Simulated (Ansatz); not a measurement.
# Run report: Ir, geometry relaxation

The run: geometry relaxation of Ir (P6/mmm, 3 atoms in the cell). Method and program: DFT, PBE, plane waves, PAW (Ansatz 0.2.0).

The structure was made by swapping elements on the sites of another compound; it need not be a known phase.

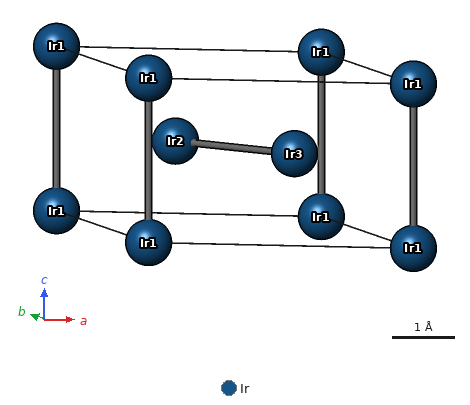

*The structure as given in the input (ball-and-stick view of the cell of the calculation, seen slightly off an axis; atoms are numbered from 1 in the order of the input).*

**The input**
```yaml
crystal:
  lattice:
    - [4.3796845605, 0.0, 0.0]
    - [-2.1898422803, 3.79291809, 0.0]
    - [0.0, 0.0, 2.699890672]
  atoms:
    - { symbol: ir, position: [0.0, 0.0, 0.0] }
    - { symbol: Ir, position: [0.3333333333, 0.6666666667, 0.5] }
    - { symbol: Ir, position: [0.6666666667, 0.3333333333, 0.5] }
basis:
  ecutwfc: 420
kpoints:
  mp_grid: { grid: [12, 12, 16] }
hamiltonian:
  xc: pbe
scf:
  occupations: { method: gaussian, width: 0.1 }
  max_iter: 75
output:
  forces: true
  eigenvalues: true
  stress: true
relax:
  adjacent_minimum: "off"
  f_tol: 0.01
  max_steps: 60
  cell: { stress_tol: 0.1 }
```

Run as:
```bash
ansatz run input.yaml --threads 1 --pin off --max-ram 2560MiB --backend cpu --events-out ev --progress --plain --runs-dir out
```

**What the program printed**
```
Error: YAML parse error: error: line 7 column 17: `ir` is not an element symbol (H … Og, case-exact)
 --> <input>:7:17
  |
5 |     - [0.0, 0.0, 2.699890672]
6 |   atoms:
7 |     - { symbol: ir, position: [0.0, 0.0, 0.0] }
  |                 ^ `ir` is not an element symbol (H … Og, case-exact)
8 |     - { symbol: Ir, position: [0.3333333333, 0.6666666667, 0.5] }
9 |     - { symbol: Ir, position: [0.6666666667, 0.3333333333, 0.5] }
  |
```

**Outcome**

```json
{"quantity": "outcome", "value": "refused by the program"}
{"quantity": "space group (tolerance 0.01 Å)", "value": "P6/mmm (191)"}
{"quantity": "hardware", "value": "1 thread of Intel Xeon @ 2.90GHz (Ice Lake), 32 GiB of memory available, shared host"}
```

**What went wrong**

The input was spoiled on purpose: an unknown element (`crystal.atoms[0].symbol`). The program refused the input: “YAML parse error: error: line 7 column 17: `ir` is not an element symbol (H … Og, case-exact) --> <input>:7:17 | 5 | - [0.0, 0.0, 2.699890672] 6 | atoms: 7 | - { symbol: ir, position: [0.0, 0.0, 0.0] } | ^ `ir` is not an element symbol (H … Og, case-exact) 8 | - { symbol: Ir, position: [0.3333333333, 0.6666666667, …”
